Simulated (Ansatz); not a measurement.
# Calculations on Rh

### Relaxation

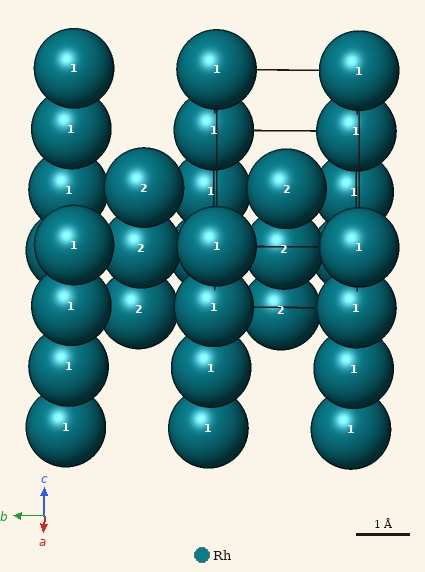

This is the input geometry for a relaxation of crystalline Rh (set up in I4/mmm). A spheres-only model of the cell of the calculation, repeated 3 × 2 × 1 with one cell outlined, seen from a free direction.

Case: biaxial strain in the a-b plane of +2.0 %; c and atoms relaxed.

Computed with DFT r2SCAN, scalar-relativistic, plane waves, PAW in Ansatz 0.2.0.

Input
```yaml
crystal:
  lattice:
    - [1.9379711377, 1.9379711377, 0.0]
    - [-1.9379711377, 1.9379711377, 0.0]
    - [0.0, 0.0, 3.7543440864]
  atoms:
    - { symbol: Rh, position: [0.0, 0.0, 0.0] }
    - { symbol: Rh, position: [0.5, 0.5, 0.5] }
basis:
  ecutwfc: 500
kpoints:
  mp_grid: { grid: [20, 20, 14] }
hamiltonian:
  xc: r2scan
scf:
  occupations: { method: gaussian, width: 0.1 }
output:
  forces: true
  stress: true
  eigenvalues: true
  write_density: true
  write_potential: true
  elf: true
  volumetric_format: npy
relax:
  adjacent_minimum: "off"
  f_tol: 0.008
  max_steps: 40
  cell: { stress_tol: 0.015, fix: [a, b, gamma] }
```

Command:
```bash
ansatz run input.yaml --threads 1 --pin off --max-ram 2560MiB --backend cpu --events-out ev --progress --plain --runs-dir out
```

Q: Where does the relaxation end?

A: No atom moves by more than 0.005 Å relative to the cell. Cell: a = b unchanged at 2.741 Å, c 3.754 → 3.734 Å (−0.6 %). Volume −0.6 %. Some distances before and after: Rh1–Rh2 2.698 → 2.691 Å. The space group stays I4/mmm (No. 139). The energy falls by 0.6 meV per atom in 3 accepted moves (4 points after the start). All forces vanish by symmetry, so only the cell relaxes. Pressure: −7.08 GPa at the start and −5.66 GPa at the end. At 1 point the geometry stayed and the basis and grid were re-selected for the new cell (energy shift of less than 0.05 meV per atom at most each time). The run took 5.3 min on 1 thread of AMD EPYC (Zen 3), on a shared host, peak memory 0.67 GiB.

Step by step:

| step | E − E(0), meV/atom | pressure, GPa | volume, Å³/atom | note |
| --- | --- | --- | --- | --- |
| 0 | 0.00 | -7.08 | 14.100 |  |
| 1 | -0.30 | -4.61 | 13.967 |  |
| 2 | -0.57 | -5.67 | 14.023 |  |
| 3 | -0.57 | -5.66 | 14.023 |  |
| 4 | -0.56 | -5.66 | 14.023 | same geometry, new basis |

### Relaxation

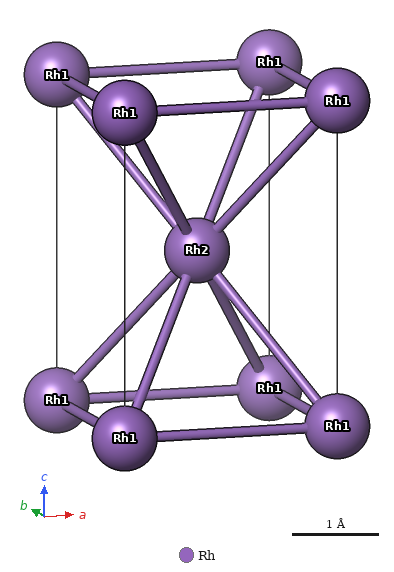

This is the input geometry for a relaxation of crystalline Rh (set up in I4/mmm). Style: ball-and-stick. Shown: the cell of the calculation, slightly off an axis.

Case: biaxial strain in the a-b plane of -3.0 %; c and atoms relaxed.

All numbers below come from Ansatz 0.2.0, DFT r2SCAN, scalar-relativistic, plane waves, PAW.

Input file:
```yaml
crystal:
  lattice:
    - [1.8429725525, 1.8429725525, 0.0]
    - [-1.8429725525, 1.8429725525, 0.0]
    - [0.0, 0.0, 3.8683423886]
  atoms:
    - { symbol: Rh, position: [0.0, 0.0, 0.0] }
    - { symbol: Rh, position: [0.5, 0.5, 0.5] }
basis:
  ecutwfc: 500
kpoints:
  mp_grid: { grid: [20, 20, 14] }
hamiltonian:
  xc: r2scan
scf:
  occupations: { method: gaussian, width: 0.1 }
output:
  forces: true
  stress: true
  eigenvalues: true
relax:
  adjacent_minimum: "off"
  f_tol: 0.008
  max_steps: 40
  cell: { stress_tol: 0.015, fix: [a, b, gamma] }
```

Launched with:
```bash
ansatz run input.yaml --threads 1 --pin off --max-ram 2560MiB --backend cpu --events-out ev --progress --plain --runs-dir out
```

Where does the relaxation end?

Over 3 accepted moves (4 points after the start) the energy falls by 3.7 meV per cell of the calculation. All forces vanish by symmetry, so only the cell relaxes. Pressure: 13.97 GPa at the start and 10.86 GPa at the end. At 1 point the geometry stayed and the basis and grid were re-selected for the new cell (energy shift of 0.1 meV per cell of the calculation at most each time). No atom moves by more than 0.005 Å relative to the cell. Cell: a = b unchanged at 2.606 Å, c 3.868 → 3.906 Å (+1.0 %). Volume +1.0 %. Near-neighbour distances that change, for instance: Rh1–Rh2 2.672 → 2.685 Å. The space group stays I4/mmm (No. 139).

The end point in the same view:

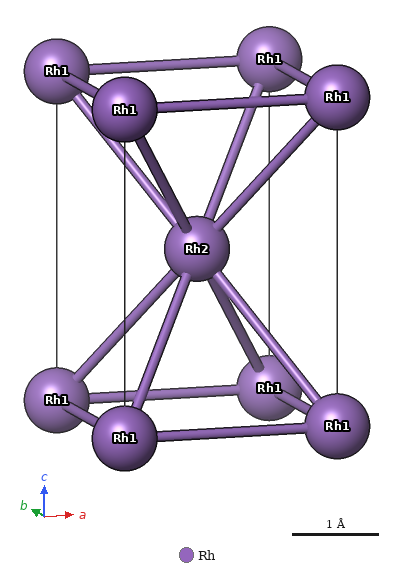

### A change

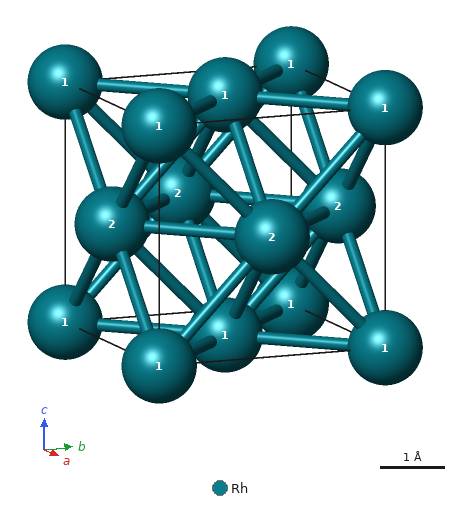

Reference structure: a crystal of Rh (set up in Fm-3m). A ball-and-stick model of the conventional cell (2 times the calculation's cell), seen from a free direction. Lengths and directions refer to the drawn axes.

The calculation used Ansatz, DFT PBE, scalar-relativistic, plane waves, PAW. (plane-wave cutoff 420 eV; k-point mesh 20 × 20 × 14; occupations gaussian; smearing width 0.1 eV; no spin polarisation)

Change: Uniaxial strain along a, +3.0 %, is applied. The b and c axes and the atoms are relaxed.

Q: Predict the response.

A: It costs 14.3 meV per atom. The pressure goes from 0.0 to −3.4 GPa. The principal stresses (compression positive) are −10.1 GPa along [1 1 0] and none across it. The drawn cell changes as follows: a = b 3.830 → 3.883 Å (+1.4 %), c 3.830 → 3.785 Å (−1.2 %), γ 90.0° → 88.2°; the volume changes by +1.5 %. The atoms keep their places relative to the cell (all moves are under 0.005 Å). Among the bonded contacts that change: Rh–Rh 2.708 → 2.701 to 2.789 Å. The space group (tolerance 0.01 Å) goes from Fm-3m (No. 225) to Immm (No. 71).

The changed structure in the same view:

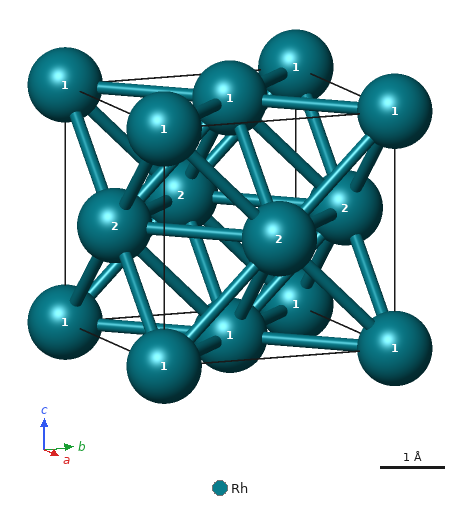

### Series

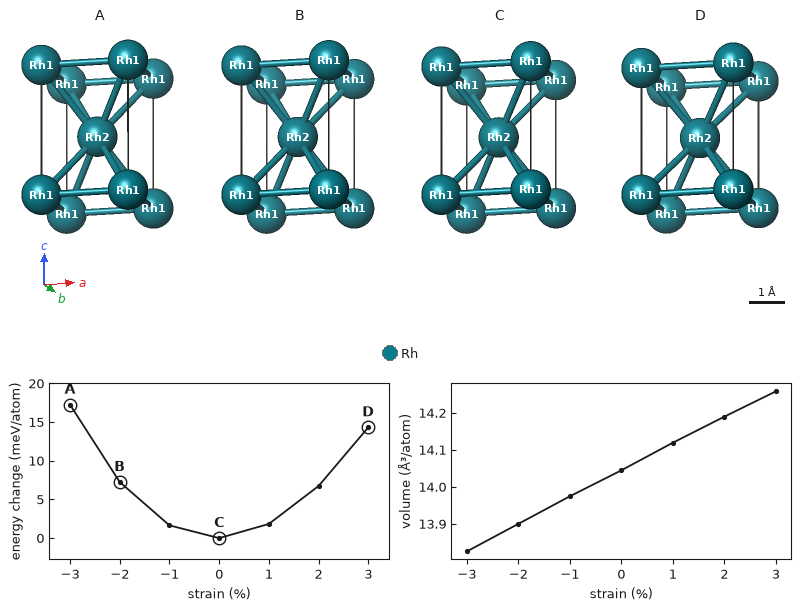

Members of a series of calculations on a crystal of Rh (set up in Fm-3m), marked on the first curve. The picture is a ball-and-stick view of the cell of the calculation, seen from a free direction.

Theory: DFT PBE, scalar-relativistic, plane waves, PAW in Ansatz 0.2.0. (plane-wave cutoff 420 eV; k-point mesh 20 × 20 × 14; occupations gaussian; smearing width 0.1 eV; no spin polarisation)

**Describe the series.**

Uniaxial strain along a; b, c and atoms relaxed. A (strain −3.0 %): energy change 17.3 meV/atom, volume 13.83 Å³ per atom. B (strain −2.0 %): energy change 7.3 meV/atom, volume 13.90 Å³ per atom. C (strain 0.0 %): energy change 0.0 meV/atom, volume 14.04 Å³ per atom. D (strain 3.0 %): energy change 14.3 meV/atom, volume 14.26 Å³ per atom. The rest compares A with D. Cell: a 2.627 → 2.789 Å (+6.2 %), b 2.714 → 2.701 Å (−0.5 %), c 3.879 → 3.785 Å (−2.4 %). Volume +3.1 %. Near-neighbour distances before and after: Rh–Rh 2.627 → 2.789 Å, Rh–Rh 2.708 → 2.701 to 2.711 Å.
